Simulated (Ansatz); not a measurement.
TiAl3 (interface cell)

The calculation's input:

```
crystal:
  lattice:
    - [3.9483448106, 0.0, 0.0]
    - [0.0, 3.9483448106, 0.0]
    - [0.0, 0.0, 15.7933792422]
  atoms:
    - { symbol: Ti, position: [0.0, 0.0, 0.0] }
    - { symbol: Al, position: [0.5, 0.5, 0.0] }
    - { symbol: Al, position: [0.5, 0.0, 0.125] }
    - { symbol: Al, position: [0.0, 0.5, 0.125] }
    - { symbol: Ti, position: [0.0, 0.0, 0.25] }
    - { symbol: Al, position: [0.5, 0.5, 0.25] }
    - { symbol: Al, position: [0.5, 0.0, 0.375] }
    - { symbol: Al, position: [0.0, 0.5, 0.375] }
    - { symbol: Al, position: [0.0, 0.0, 0.5] }
    - { symbol: Ti, position: [0.5, 0.5, 0.5] }
    - { symbol: Al, position: [0.5, 0.0, 0.625] }
    - { symbol: Al, position: [0.0, 0.5, 0.625] }
    - { symbol: Al, position: [0.0, 0.0, 0.75] }
    - { symbol: Ti, position: [0.5, 0.5, 0.75] }
    - { symbol: Al, position: [0.5, 0.0, 0.875] }
    - { symbol: Al, position: [0.0, 0.5, 0.875] }
basis:
  ecutwfc: 420
kpoints:
  mp_grid: { grid: [8, 8, 2] }
hamiltonian:
  xc: pbesol
scf:
  occupations: { method: gaussian, width: 0.1 }
output:
  forces: true
  stress: true
  eigenvalues: true
  populations: true
  write_density: true
  write_potential: true
  elf: true
  volumetric_format: npy
relax:
  adjacent_minimum: "off"
  f_tol: 0.02
  max_steps: 45
  cell: { fix: [a, b, alpha, beta, gamma], stress_tol: 0.1 }
```

Launched as:

```sh
ansatz run input.yaml --threads 4 --pin off --max-ram 11264MiB --backend cpu --events-out ev --progress --plain --runs-dir out
```

The fields are those of the relaxed geometry.

Computed pressure about −3 GPa in this cell; computed without spin polarisation.

The calculation used Ansatz 0.2.0, DFT PBEsol, scalar-relativistic, plane waves, PAW.

Core electrons are frozen (PAW), and the valence fields are smoothed inside the atomic spheres.

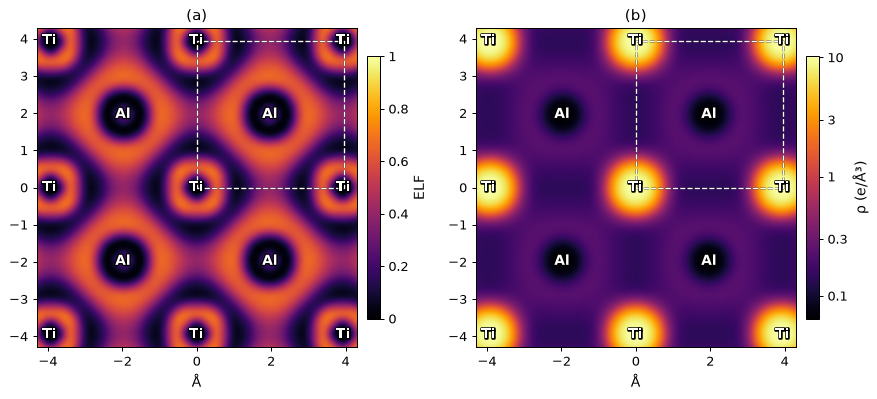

Figure 1. (a) electron localisation function; (b) valence electron density on the (001) plane of the calculation cell.

**Read the bonding off the picture.**

The section cuts through Ti and Al sites. Ti–Al (2.79 Å): the density is about 0.21 e/Å³ at the midpoint; the ELF is about 0.35 at the midpoint. Between the atoms the lowest density in this plane is 0.14 e/Å³. The features right at Ti lie inside the PAW spheres, where the map follows smoothed inner orbitals and isn't to be read closely.

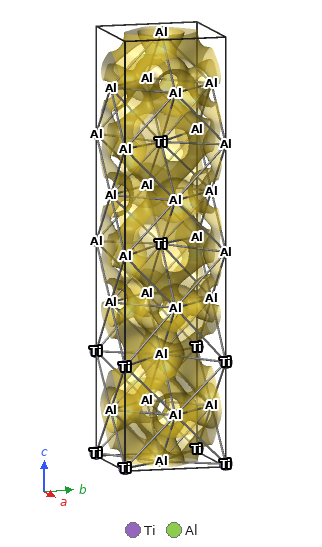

Figure 2. Isosurface of the electron localisation function at 0.55 (yellow), seen slightly off an axis. Only the valence region is drawn (cores and ρ < 0.01 e/Å³ removed). Sticks mark near contacts.

**Identify the bonds, lone pairs and shells in this picture.**

The surface consists of one network that runs through the whole crystal, counted in one cell of 16 atoms. Regions shared between cells count once. Profiles from the grid: Ti–Al (2.77 Å): the ELF is about 0.35 at the midpoint. Al–Al (2.79 Å): the ELF peaks at about 0.70 between the atoms.

**Does the calculation give a band gap?**

It is metallic or semimetallic at this level of theory: no gap opens.
